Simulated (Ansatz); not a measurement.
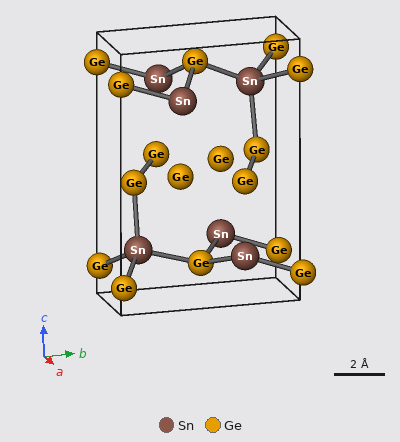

*The structure as given in the input (ball-and-stick view of the cell of the calculation, seen slightly off an axis). An atom can appear more than once, as a periodic image.*

**SnGe2: geometry relaxation (part 1 of 2)**

System: SnGe2 (P1, 12 atoms in the cell).
Method: DFT PBE, scalar-relativistic, plane waves, PAW, no spin polarisation (Ansatz 0.2.0).

The structure was made by a generator, so it may or may not be a known phase.

**The program's output**
```
Engine: ansatz 0.2.0, x86_64-unknown-linux-gnu
Pseudopotentials: kind: paw
Pseudopotential: Sn, paw, valence charge 14, recommended cutoff 420 eV (normal), Sn.paw.azcp
Pseudopotential: Ge, paw, valence charge 14, recommended cutoff 420 eV (normal), Ge.paw.azcp
Functional definition: PBE
  parameter kappa = 0.804
  parameter beta = 0.06672455060314922
  exchange = pbe_x(kappa = kappa, mu = beta*pi^2/3)
  correlation = pbe_c(beta = beta)
Crystal: 12 atoms, lattice volume = 348.297 Å³
Basis set: ecut = 420 eV, 6813 PW (Γ), exchange–correlation on 60×108×150 points (8 copies of the dense FFT grid, shifted against one another)
Bands: 101, of which v1, the nominal top of the filled ones, is band 84 counted from 1 (83 counted from 0)
Symmetry: 1 space group operations
Space group: P1 (ITA 1), of the structure as read, at distance tolerance 7.0e-5 Å
k-points: 28 of 48 (time reversal used)
Non-local potential: Sn, projectors of the file, l = 0: 2, l = 1: 2, l = 2: 2, l = 3: 2
Non-local potential: Ge, projectors of the file, l = 0: 2, l = 1: 2, l = 2: 3, l = 3: 1
PAW form: soft (Blöchl's): semilocal exchange-correlation on the pseudo side does not see the compensation charge
PAW one-centre angular grid: Sn, 590 points (default); XC on 64 Gauss nodes
PAW one-centre angular grid: Ge, 590 points (default); XC on 64 Gauss nodes
Initial density: superposition of atomic densities (neutral atoms: chi_scale 0, normalization atom), corrected by the library's trained network
Initial wavefunctions: pseudopotential atomic-orbital guess
Functional: x = pbe(κ = 0.804, μ = 0.2195149727645171), c = pbe(β = 0.06672455060314922)
SCF iter   1: F=—  HF=-58453.368326 eV  |F-HF|=—  |Δ(HF+E_count)|=         —  Δρ=1.87e-3  dr2=1.08e-1  ethr=1.77e-3  ⟨swp⟩=6.0  Hψ=10334  notcnv=0
preconditioner: auto → LDOS  [metal: Δε(μ)=0.094 eV  Ē_g=21.028 eV  σ=0.200 eV  W_gap=0.25  n_scr=84 (ndim 8)  ℏωp=25.8 eV  f_vac=0.092  D(μ)=2.37/eV (n_scr^D=8)  β→1.0]
SCF iter   2: F=—  HF=-58453.368790 eV  |F-HF|=—  |Δ(HF+E_count)|=   4.64e-4  Δρ=1.99e-3  dr2=1.11e-1  ethr=6.43e-5  ⟨swp⟩=2.0  Hψ=4430  notcnv=0  defer=3
SCF iter   3: F=—  HF=-58453.351503 eV  |F-HF|=—  |Δ(HF+E_count)|=   1.73e-2  Δρ=5.47e-4  dr2=3.54e-3  ethr=6.43e-5  ⟨swp⟩=2.0  Hψ=3146  notcnv=0  defer=3
SCF iter   4: F=—  HF=-58453.350673 eV  |F-HF|=—  |Δ(HF+E_count)|=   8.30e-4  Δρ=8.40e-5  dr2=3.48e-5  ethr=2.11e-6  ⟨swp⟩=2.0  Hψ=3841  notcnv=0  defer=3
SCF iter   5: F=—  HF=-58453.350699 eV  |F-HF|=—  |Δ(HF+E_count)|=   2.55e-5  Δρ=2.83e-5  dr2=4.40e-6  ethr=2.07e-8  ⟨swp⟩=2.2  Hψ=4791  notcnv=0
SCF iter   6: F=—  HF=-58453.350699 eV  |F-HF|=—  |Δ(HF+E_count)|=   2.17e-7  Δρ=6.88e-6  dr2=3.80e-7  ethr=2.62e-9  ⟨swp⟩=2.0  Hψ=4960  notcnv=0
SCF iter   7: F=-58453.350699 eV  HF=-58453.350699 eV  |F-HF|=1.14e-8  |Δ(HF+E_count)|=   8.12e-8  Δρ=2.39e-6  dr2=4.04e-8  ethr=5.95e-11  ⟨swp⟩=11.3  Hψ=13232  notcnv=0
SCF 1 converged in 7 iterations: F = -58453.350699 eV  dr2 = 4.04e-8
  greatest PAW one-centre occupation: 0.998 electrons in one spin orbital (limit 2), on the Ge atom at site 4 (counted from 0), in its partial waves of l = 2
relax step   1: F+E_penalty+E_count = -58453.35069893 eV  Δ(F+E_penalty+E_count) = +0.000e0 eV  max|allowed force component| = 3.815e0 eV/Å  Δτ_max = 0.0000 Å  P = +1.433 GPa  Ω = 348.297 Å³  (7 SCF iters, dr2 threshold 1.00e-7 eV, accepted)
Crystal: 12 atoms, lattice volume = 340.901 Å³
Basis set: ecut = 420 eV, 6665 PW (Γ), exchange–correlation on 60×108×150 points (8 copies of the dense FFT grid, shifted against one another)
Initial density: handed on by an earlier stage of this run
Initial wavefunctions: those handed on with the density
iter 1 solved again at ethr=7.58e-5 eV; its pass at ethr=3.10e-3 eV (dr2=1.27e-1 eV) is discarded
SCF iter   1: F=—  HF=-58455.522016 eV  |F-HF|=—  |Δ(HF+E_count)|=         —  Δρ=7.75e-3  dr2=1.27e-1  ethr=7.58e-5  ⟨swp⟩=1.0  Hψ=15456  notcnv=0
preconditioner: auto → LDOS  [metal: Δε(μ)=0.028 eV  Ē_g=21.112 eV  σ=0.200 eV  W_gap=0.08  n_scr=80 (ndim 8)  ℏωp=26.1 eV  f_vac=0.078  D(μ)=1.47/eV (n_scr^D=4)  β→1.0]
SCF iter   2: F=—  HF=-58455.531782 eV  |F-HF|=—  |Δ(HF+E_count)|=   9.77e-3  Δρ=2.80e-3  dr2=7.60e-2  ethr=7.56e-5  ⟨swp⟩=2.0  Hψ=5337  notcnv=0
SCF iter   3: F=—  HF=-58455.514227 eV  |F-HF|=—  |Δ(HF+E_count)|=   1.76e-2  Δρ=1.23e-3  dr2=2.28e-2  ethr=4.52e-5  ⟨swp⟩=2.0  Hψ=4152  notcnv=0
SCF iter   4: F=—  HF=-58455.509613 eV  |F-HF|=—  |Δ(HF+E_count)|=   4.61e-3  Δρ=3.84e-4  dr2=1.11e-3  ethr=1.36e-5  ⟨swp⟩=2.0  Hψ=3961  notcnv=0
SCF iter   5: F=—  HF=-58455.509174 eV  |F-HF|=—  |Δ(HF+E_count)|=   4.39e-4  Δρ=7.19e-5  dr2=3.17e-5  ethr=6.59e-7  ⟨swp⟩=2.0  Hψ=4020  notcnv=0
SCF iter   6: F=—  HF=-58455.509174 eV  |F-HF|=—  |Δ(HF+E_count)|=   3.26e-7  Δρ=1.85e-5  dr2=1.93e-6  ethr=1.89e-8  ⟨swp⟩=2.0  Hψ=5225  notcnv=0
SCF iter   7: F=-58455.509174 eV  HF=-58455.509174 eV  |F-HF|=9.05e-8  |Δ(HF+E_count)|=   3.33e-7  Δρ=4.98e-6  dr2=1.90e-7  ethr=7.14e-10  ⟨swp⟩=8.0  Hψ=11605  notcnv=0
SCF 2 converged in 7 iterations: F = -58455.509174 eV  dr2 = 1.90e-7
relax step   2: F+E_penalty+E_count = -58455.50917387 eV  Δ(F+E_penalty+E_count) = -2.158e0 eV  max|allowed force component| = 1.562e0 eV/Å  Δτ_max = 0.1948 Å  P = -0.079 GPa  Ω = 340.901 Å³  energy of the carried Pulay correction = +1.220e-3 eV  (7 SCF iters, dr2 threshold 1.20e-6 eV, accepted)
Crystal: 12 atoms, lattice volume = 336.659 Å³
Basis set: ecut = 420 eV, 6579 PW (Γ), exchange–correlation on 60×108×150 points (8 copies of the dense FFT grid, shifted against one another)
iter 1 solved again at ethr=1.02e-4 eV; its pass at ethr=3.10e-3 eV (dr2=1.72e-1 eV) is discarded
SCF iter   1: F=—  HF=-58456.012489 eV  |F-HF|=—  |Δ(HF+E_count)|=         —  Δρ=8.43e-3  dr2=1.73e-1  ethr=1.02e-4  ⟨swp⟩=2.0  Hψ=13421  notcnv=0
preconditioner: auto → LDOS  [metal: Δε(μ)=0.009 eV  Ē_g=21.161 eV  σ=0.200 eV  W_gap=0.03  n_scr=78 (ndim 8)  ℏωp=26.2 eV  f_vac=0.081  D(μ)=1.49/eV (n_scr^D=4)  β→1.0]
SCF iter   2: F=—  HF=-58456.005743 eV  |F-HF|=—  |Δ(HF+E_count)|=   6.75e-3  Δρ=1.87e-3  dr2=5.23e-2  ethr=1.02e-4  ⟨swp⟩=2.1  Hψ=4064  notcnv=0  defer=1
SCF iter   3: F=—  HF=-58455.994353 eV  |F-HF|=—  |Δ(HF+E_count)|=   1.14e-2  Δρ=6.66e-4  dr2=5.05e-3  ethr=3.11e-5  ⟨swp⟩=2.0  Hψ=4363  notcnv=0  defer=1
SCF iter   4: F=—  HF=-58455.993354 eV  |F-HF|=—  |Δ(HF+E_count)|=   9.99e-4  Δρ=2.55e-4  dr2=1.22e-3  ethr=3.01e-6  ⟨swp⟩=2.0  Hψ=3730  notcnv=0  defer=1
SCF iter   5: F=—  HF=-58455.993093 eV  |F-HF|=—  |Δ(HF+E_count)|=   2.61e-4  Δρ=5.75e-5  dr2=2.29e-5  ethr=7.29e-7  ⟨swp⟩=2.0  Hψ=3083  notcnv=0  defer=1
SCF iter   6: F=—  HF=-58455.993129 eV  |F-HF|=—  |Δ(HF+E_count)|=   3.56e-5  Δρ=2.01e-5  dr2=2.21e-6  ethr=1.36e-8  ⟨swp⟩=2.0  Hψ=4108  notcnv=0  defer=2
SCF iter   7: F=-58455.993129 eV  HF=-58455.993129 eV  |F-HF|=9.04e-8  |Δ(HF+E_count)|=   6.22e-8  Δρ=5.13e-6  dr2=1.84e-7  ethr=7.14e-10  ⟨swp⟩=10.0  Hψ=12623  notcnv=0
SCF 3 converged in 7 iterations: F = -58455.993129 eV  dr2 = 1.84e-7
  greatest PAW one-centre occupation: 0.998 electrons in one spin orbital (limit 2), on the Ge atom at site 8 (counted from 0), in its partial waves of l = 2
relax step   3: F+E_penalty+E_count = -58455.99312853 eV  Δ(F+E_penalty+E_count) = -4.840e-1 eV  max|allowed force component| = 6.379e-1 eV/Å  Δτ_max = 0.2000 Å  P = +0.033 GPa  Ω = 336.659 Å³  energy of the carried Pulay correction = +1.931e-3 eV  (7 SCF iters, dr2 threshold 1.20e-6 eV, accepted)
Crystal: 12 atoms, lattice volume = 337.759 Å³
Basis set: ecut = 420 eV, 6557 PW (Γ), exchange–correlation on 60×108×150 points (8 copies of the dense FFT grid, shifted against one another)
iter 1 solved again at ethr=2.35e-5 eV; its pass at ethr=3.10e-3 eV (dr2=3.94e-2 eV) is discarded
SCF iter   1: F=—  HF=-58456.139485 eV  |F-HF|=—  |Δ(HF+E_count)|=         —  Δρ=3.54e-3  dr2=4.08e-2  ethr=2.35e-5  ⟨swp⟩=2.0  Hψ=13579  notcnv=0
preconditioner: auto → LDOS  [metal: Δε(μ)=0.029 eV  Ē_g=21.152 eV  σ=0.200 eV  W_gap=0.08  n_scr=78 (ndim 8)  ℏωp=26.2 eV  f_vac=0.089  D(μ)=1.40/eV (n_scr^D=4)  β→1.0]
SCF iter   2: F=—  HF=-58456.138348 eV  |F-HF|=—  |Δ(HF+E_count)|=   1.14e-3  Δρ=8.91e-4  dr2=2.55e-2  ethr=2.35e-5  ⟨swp⟩=2.0  Hψ=3473  notcnv=0
SCF iter   3: F=—  HF=-58456.134493 eV  |F-HF|=—  |Δ(HF+E_count)|=   3.85e-3  Δρ=4.18e-4  dr2=4.60e-3  ethr=1.52e-5  ⟨swp⟩=2.0  Hψ=3342  notcnv=0  defer=1
SCF iter   4: F=—  HF=-58456.133745 eV  |F-HF|=—  |Δ(HF+E_count)|=   7.48e-4  Δρ=1.21e-4  dr2=1.29e-4  ethr=2.74e-6  ⟨swp⟩=2.4  Hψ=4334  notcnv=0  defer=1
SCF iter   5: F=—  HF=-58456.133878 eV  |F-HF|=—  |Δ(HF+E_count)|=   1.34e-4  Δρ=2.52e-5  dr2=4.12e-6  ethr=7.67e-8  ⟨swp⟩=2.1  Hψ=3957  notcnv=0  defer=1
SCF iter   6: F=-58456.133878 eV  HF=-58456.133878 eV  |F-HF|=5.15e-7  |Δ(HF+E_count)|=   9.84e-8  Δρ=8.51e-6  dr2=6.98e-7  ethr=7.14e-10  ⟨swp⟩=9.2  Hψ=12252  notcnv=0
SCF 4 converged in 6 iterations: F = -58456.133878 eV  dr2 = 6.98e-7
relax step   4: F+E_penalty+E_count = -58456.13387780 eV  Δ(F+E_penalty+E_count) = -1.407e-1 eV  max|allowed force component| = 3.694e-2 eV/Å  Δτ_max = 0.1052 Å  P = -0.087 GPa  Ω = 337.759 Å³  energy of the carried Pulay correction = +1.746e-3 eV  (6 SCF iters, dr2 threshold 1.20e-6 eV, accepted)
Crystal: 12 atoms, lattice volume = 337.261 Å³
iter 1 solved again at ethr=3.32e-7 eV; its pass at ethr=3.10e-3 eV (dr2=5.57e-4 eV) is discarded
SCF iter   1: F=—  HF=-58456.135571 eV  |F-HF|=—  |Δ(HF+E_count)|=         —  Δρ=4.86e-4  dr2=5.72e-4  ethr=3.32e-7  ⟨swp⟩=3.1  Hψ=12965  notcnv=0
preconditioner: auto → LDOS  [metal: Δε(μ)=0.035 eV  Ē_g=21.153 eV  σ=0.200 eV  W_gap=0.10  n_scr=78 (ndim 8)  ℏωp=26.2 eV  f_vac=0.089  D(μ)=1.37/eV (n_scr^D=4)  β→1.0]
SCF iter   2: F=—  HF=-58456.135518 eV  |F-HF|=—  |Δ(HF+E_count)|=   5.29e-5  Δρ=1.00e-4  dr2=1.65e-4  ethr=3.32e-7  ⟨swp⟩=2.3  Hψ=3890  notcnv=0
SCF iter   3: F=—  HF=-58456.135487 eV  |F-HF|=—  |Δ(HF+E_count)|=   3.13e-5  Δρ=3.63e-5  dr2=2.74e-5  ethr=9.82e-8  ⟨swp⟩=2.1  Hψ=3967  notcnv=0
SCF iter   4: F=—  HF=-58456.135661 eV  |F-HF|=—  |Δ(HF+E_count)|=   1.74e-4  Δρ=1.42e-5  dr2=1.81e-6  ethr=1.63e-8  ⟨swp⟩=2.5  Hψ=3736  notcnv=0
SCF iter   5: F=-58456.135660 eV  HF=-58456.135660 eV  |F-HF|=2.04e-8  |Δ(HF+E_count)|=   5.72e-7  Δρ=2.93e-6  dr2=4.21e-8  ethr=5.08e-11  ⟨swp⟩=6.9  Hψ=14159  notcnv=0
SCF 5 converged in 5 iterations: F = -58456.135660 eV  dr2 = 4.21e-8
relax step   5: F+E_penalty+E_count = -58456.13566020 eV  Δ(F+E_penalty+E_count) = -1.782e-3 eV  max|allowed force component| = 1.182e-2 eV/Å  Δτ_max = 0.0114 Å  P = -0.028 GPa  Ω = 337.261 Å³  energy of the carried Pulay correction = +1.830e-3 eV  (5 SCF iters, dr2 threshold 8.53e-8 eV, accepted)
Basis set: ecut = 420 eV, 6557 PW (Γ), exchange–correlation on 60×100×144 points (8 copies of the dense FFT grid, shifted against one another)
Initial wavefunctions: pseudopotential atomic-orbital guess (no wavefunctions were taken with the density)
iter 1 solved again at ethr=3.35e-7 eV; its pass at ethr=3.10e-3 eV (dr2=5.64e-4 eV) is discarded
SCF iter   1: F=—  HF=-58456.126899 eV  |F-HF|=—  |Δ(HF+E_count)|=         —  Δρ=2.67e-4  dr2=6.23e-6  ethr=3.35e-7  ⟨swp⟩=3.1  Hψ=16732  notcnv=0
preconditioner: auto → LDOS  [metal: Δε(μ)=0.025 eV  Ē_g=21.154 eV  σ=0.200 eV  W_gap=0.07  n_scr=78 (ndim 8)  ℏωp=26.2 eV  f_vac=0.089  D(μ)=1.37/eV (n_scr^D=4)  β→1.0]
SCF iter   2: F=—  HF=-58456.134037 eV  |F-HF|=—  |Δ(HF+E_count)|=   7.14e-3  Δρ=2.01e-5  dr2=1.93e-6  ethr=3.71e-9  ⟨swp⟩=2.7  Hψ=5252  notcnv=0
SCF iter   3: F=—  HF=-58456.134028 eV  |F-HF|=—  |Δ(HF+E_count)|=   8.47e-6  Δρ=1.25e-5  dr2=2.58e-7  ethr=1.15e-9  ⟨swp⟩=2.0  Hψ=5184  notcnv=0
SCF iter   4: F=—  HF=-58456.134036 eV  |F-HF|=—  |Δ(HF+E_count)|=   7.40e-6  Δρ=2.59e-6  dr2=1.77e-8  ethr=1.54e-10  ⟨swp⟩=2.0  Hψ=5187  notcnv=0
SCF iter   5: F=—  HF=-58456.134036 eV  |F-HF|=—  |Δ(HF+E_count)|=   3.96e-7  Δρ=1.14e-6  dr2=1.69e-8  ethr=1.79e-12  ⟨swp⟩=8.0  Hψ=11741  notcnv=0
SCF iter   6: F=-58456.134036 eV  HF=-58456.134036 eV  |F-HF|=5.17e-10  |Δ(HF+E_count)|=   1.35e-8  Δρ=5.70e-7  dr2=2.38e-9  ethr=1.79e-12  ⟨swp⟩=3.9  Hψ=9153  notcnv=0
SCF 6 converged in 6 iterations: F = -58456.134036 eV  dr2 = 2.38e-9
relax step   6: F+E_penalty+E_count = -58456.13403627 eV  Δ(F+E_penalty+E_count) = +1.624e-3 eV  max|allowed force component| = 1.189e-2 eV/Å  Δτ_max = 0.0000 Å  P = -0.029 GPa  Ω = 337.261 Å³  stress off target by 4.31e-2 GPa  SCF on the basis re-selected at this cell (its energy is not comparable with the rows above)  (6 SCF iters)
```

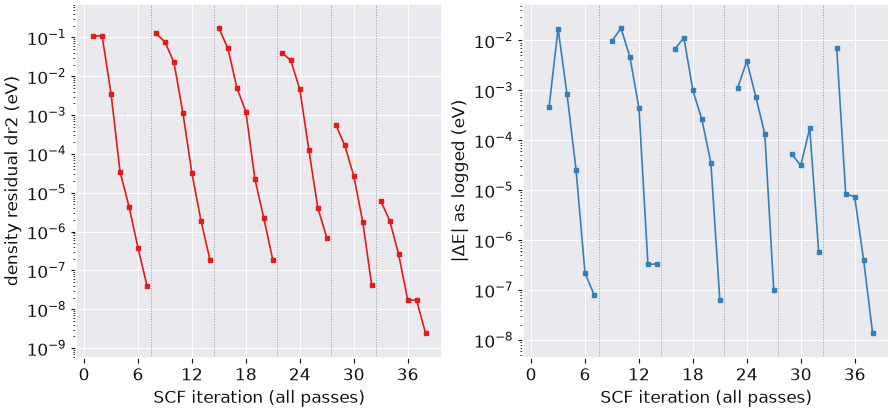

*Convergence of the self-consistent field: density residual dr2 and size of the energy change against the SCF iteration. The dotted lines part the SCF passes of the relaxation: geometry steps, rejected trials and re-solves on a re-selected basis.*

The 6 passes take 5 to 7 iterations each, 38 in all.

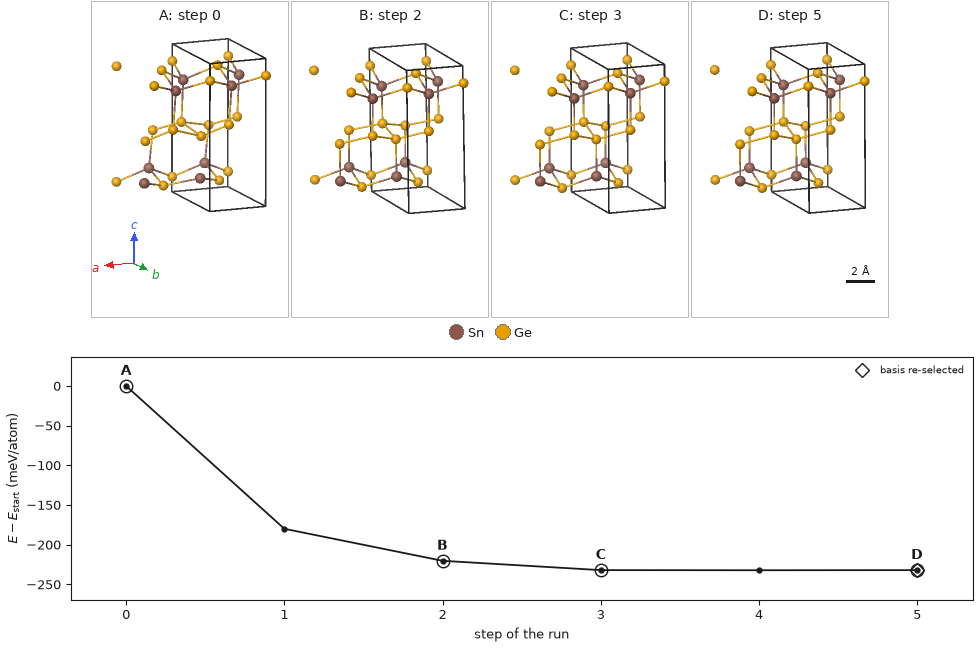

*Frames of the relaxation (ball-and-stick view of the cell of the calculation, repeated 2 × 1 × 1, seen at an oblique angle) above the curves, on which the letters mark them (the first geometry is step 0 here and step 1 in the log).*

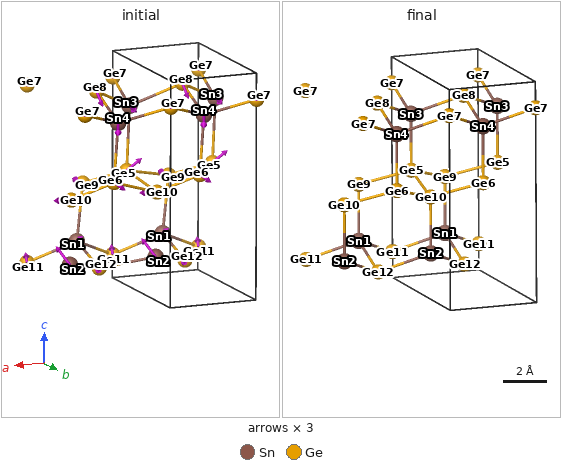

*Before (left) and after (right) the relaxation, at one scale (ball-and-stick view of the cell of the calculation, repeated 2 × 1 × 1, seen at an oblique angle). The pink arrows give the displacements (without the part carried along by the change of the cell), magnified 3 times.*

The atom that moves furthest relative to the cell is Sn2 (0.38 Å). By element the largest moves are Sn 0.38 Å, Ge 0.32 Å. The drawn cell changes as follows: a 4.281 → 4.306 Å (+0.6 %), b 7.487 → 7.429 Å (−0.8 %), c 10.875 → 10.543 Å (−3.1 %), α 88.0° → 90.0°, β 90.1° → 90.0°; the volume changes by −3.2 %. Among the contacts that change: Sn3–Ge5 3.124 → 2.697 Å, Ge5–Ge9 3.019 → 2.593 Å, Ge6–Ge10 2.186 → 2.592 Å, Sn2–Ge10 3.099 → 2.696 Å. Among the angles that change: Ge9–Ge6–Ge10 93.3° → 111.7°, Ge9–Ge5–Ge10 129.3° → 111.8°, Ge5–Ge10–Ge6 97.7° → 111.8°. The space group (tolerance 0.01 Å) goes from P1 (No. 1) to P2_1/c (No. 14). After 4 geometry steps the energy has fallen by 232 meV per atom. The largest force component goes from 3.8 to 0.012 eV/Å. Pressure: 1.43 GPa at the start and −0.03 GPa at the end. A last SCF at the same geometry on a re-selected plane-wave basis shifts the energy by +0.1 meV per atom. (Atoms are counted from 1 in the order of the input.)

```
basis re-selected at this cell: Δ(F+E_penalty+E_count) = +1.624e-3 eV, ΔP = -0.001 GPa vs the last step (what re-selecting the basis moved, of the pressure what is left beyond the Pulay correction that the steps carried, after the strain that the cell walked since its last selection, with what the two solves' SCF thresholds leave and, on support functions, any second-order correction that the steps lacked; it is no measure of the basis error at this ecutwfc). The dense FFT grid was sized anew with the basis: this SCF ran on 30×50×72 points, the steps before it on 30×54×75, so part of this shift can come from that change (see relax.cell in the input reference). This SCF's stress stands 4.31e-2 GPa from its target on what of the cell is left free (relax.cell.stress_tol is 2.50e-1 GPa) and its largest allowed force component is 1.19e-2 eV/Å (relax.f_tol is 2.50e-2 eV/Å): within both
SCF converged after 6 iterations
Free energy (F): -58456.134036 eV
Harris-Foulkes:  -58456.134036 eV  (|F-HF|=5.17e-10)
Internal energy: -58456.106557 eV  (E = F + TS)
E sigma→0 (E₀):  -58456.120297 eV
Entropy (-TS):   -0.027479 eV (-2.290 meV/atom)
Fermi energy:    7.456088 eV
--- Per-component energies (eV) ---
  E_band       = -1808.911885
  E_kinetic    = 1631.487435
  E_local      = -25119.753407  (includes V_loc(G=0)·N_el)
  E_nonlocal   = 3212.879330
  E_hartree    = 11642.080353
  E_xc         = -2128.137745
  E_vxc        = -892.606944  (∫ρ·V_xc dr)
  E_paw        = -32705.293501  (= ΣΔE_a)
  E_vpaw       = -3925.083845  (= ΣTr[D̂ρ^β])
  E_aug_tail   = 0.002220  (compensation charges beyond the density's cutoff)
  E_ewald      = -14989.371240
  E_smearing   = -0.027479  (= −TS)
  E_closure    = 0.000000  (closes the sum)
  Σ components = -58456.134036   (vs F -58456.134036, Δ=0.00e0)
```
